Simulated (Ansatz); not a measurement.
Consider Hg.

Input

```
crystal:
  lattice:
    - [2.8833448831, 0.0, 0.0]
    - [0.0, 2.8833448831, 0.0]
    - [0.0, 0.0, 2.8833448831]
  atoms:
    - { symbol: Hg, position: [0.0, 0.0, 0.0] }
hamiltonian:
  xc: r2scan
  pseudopotentials:
    kind: paw
    azcp:
      Hg: "pseudopotentials/Hg.paw.azcp"
basis:
  ecutwfc: 500
  fft_grid_basis: typed
kpoints:
  mp_grid: { grid: [12, 12, 12], shift: [0, 0, 0] }
magnetization:
  spin_polarized: false
scf:
  occupations: { method: fermi_dirac, width: 0.1 }
  lower_state_search: "off"
output:
  stress: true
  write_density: true
  write_potential: true
  elf: true
  volumetric_format: npy
```

Run with:

```sh
ansatz run input.yaml --threads 1 --pin off --max-ram 3584MiB --backend cpu --events-out ev --progress --plain --runs-dir out
```

Below, planes, directions and counts refer to the conventional cell (a = 2.88 Å, b = 2.88 Å, c = 2.88 Å, α = 90.00°, β = 90.00°, γ = 90.00°).

Space group Pm-3m; set up as Hg, simple cubic; a generated structure, not necessarily the stable one; changed on purpose from its base cell (volume × 0.88); computed pressure about 6 GPa in this cell.

All numbers below come from Ansatz 0.2.0, DFT, r2SCAN, plane waves (500 eV) with PAW, scalar-relativistic.

**Predict the valence pseudo-density and electron localisation function between the atoms.**

Hg–Hg (2.88 Å): ρ is about 0.27 e/Å³ halfway; the ELF is about 0.20 at the midpoint; no shared electron pair shows on this line.

**Does the calculation give a band gap?**

It is gapless in this calculation (a metal or semimetal).

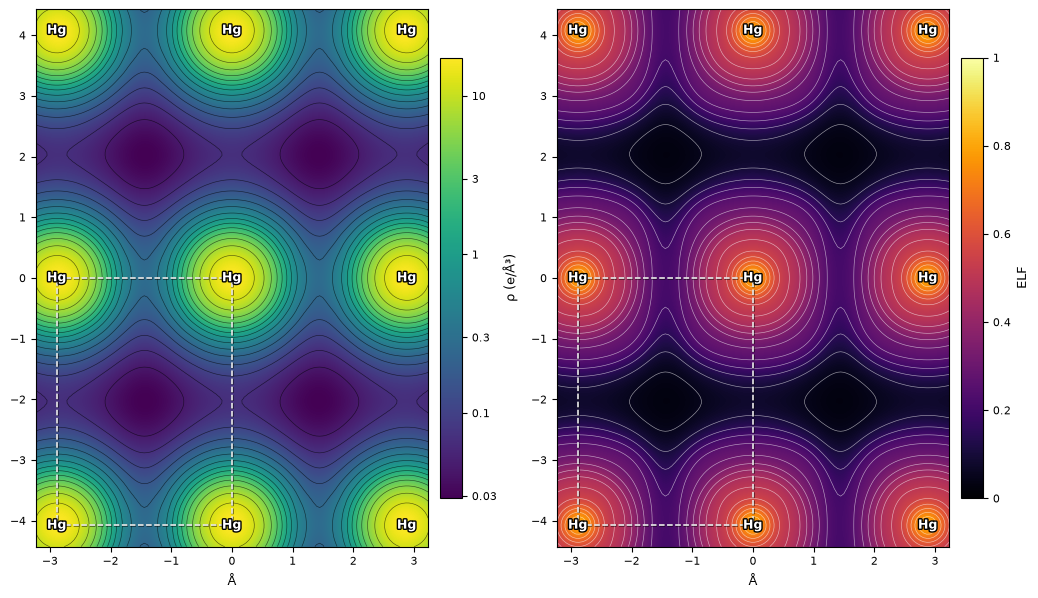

Computed valence pseudo-density and electron localisation function on the (101) plane of the conventional cell, in this order. 

The density is the valence pseudo-density of a PAW calculation; it isn't the true density close to the nuclei.
